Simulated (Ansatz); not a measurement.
The Ansatz input:

```yaml
crystal:
  lattice:
    - [0.0, 2.8331200468, 2.8331200468]
    - [2.8331200468, 0.0, 2.8331200468]
    - [2.8331200468, 2.8331200468, 0.0]
  atoms:
    - { symbol: S, position: [0.25, 0.25, 0.25] }
    - { symbol: Mg, position: [0.0, 0.0, 0.0] }
kpoints:
  mp_grid: { grid: [8, 8, 8] }
  band_path:
    path:
      - [0.0, 0.0, 0.0]
      - [0.5, 0.0, 0.5]
      - [0.5, 0.25, 0.75]
      - [0.375, 0.375, 0.75]
      - [0.0, 0.0, 0.0]
      - [0.5, 0.5, 0.5]
      - [0.625, 0.25, 0.625]
      - [0.5, 0.25, 0.75]
    npoints: 6
scf:
  occupations: { method: fermi_dirac, width: 0.05 }
hamiltonian:
  xc: pbesol
  pseudopotentials: { kind: all_electron, lapw: { basis_error: 0.001 } }
output:
  forces: true
  stress: true
  eigenvalues: true
```

System: zincblende MgS, space group F-43m, 2 atoms in the primitive cell.

Ansatz 0.2.0; PBEsol, all-electron LAPW, no spin polarisation, no spin-orbit coupling, 8×8×8 k mesh.

What will the band structure look like? The path is Γ–X–W–K–Γ–L–U–W.

The material is gapped. The gap along this path is 3.28 eV and direct: both edges lie at Γ. Three bands meet at the valence-band top at Γ: it is triply degenerate (spin aside). The top valence band spans 1.3 eV and the lowest conduction band 3.0 eV. The direct gaps are 6.73 eV at W, 4.75 eV at X and 5.50 eV at U.

LDA, GGA and most meta-GGA functionals understate gaps. The usual form of MgS is rocksalt.

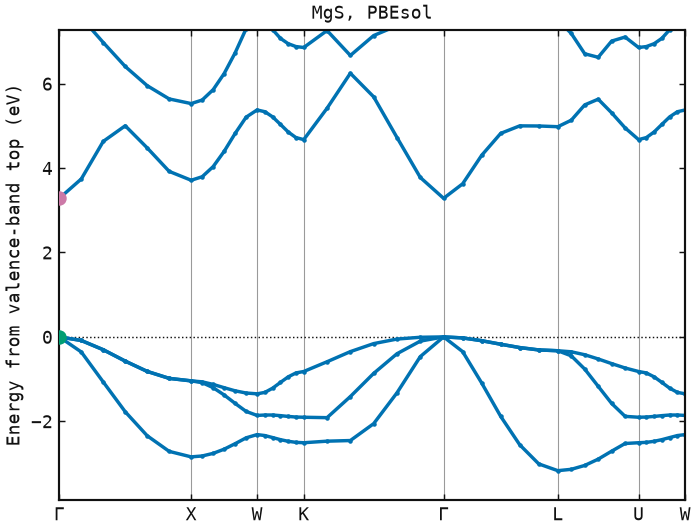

Band structure. Energies are counted from the top of the valence band. The path runs straight from each named point to the next. The path has few k points, so lines between them are rough.
